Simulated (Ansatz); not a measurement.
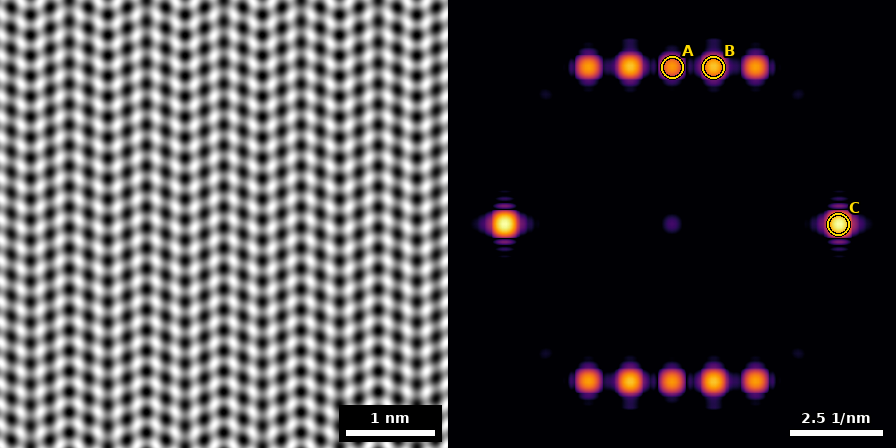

HRTEM-like image of a crystal. Simulated in the weak-phase-object approximation with neutral-atom potentials: 200 kV, Cs = 0.60 mm, defocus −465 Å (negative is underfocus), defocus spread 30 Å, aperture 0.49 1/Å.

The right panel is the modulus of the image's Fourier transform on a logarithmic scale.

Q: Which lattice spacings do the marked spots stand for, and what angle do A and B enclose?

A: 2.3 Å, B: 2.3 Å, C: 2.2 Å; A and B enclose about 15°.

The crystal is Rh (P6_3/mmc, No. 194) along [100]; the spots are (0 -1 0), (0 -1 1) and (004). Atomic positions: the geometry relaxed with DFT, PBE, plane waves (420 eV) with PAW, scalar-relativistic (Ansatz 0.2.0); the starting structure was generated, so it need not be a known form of this composition.
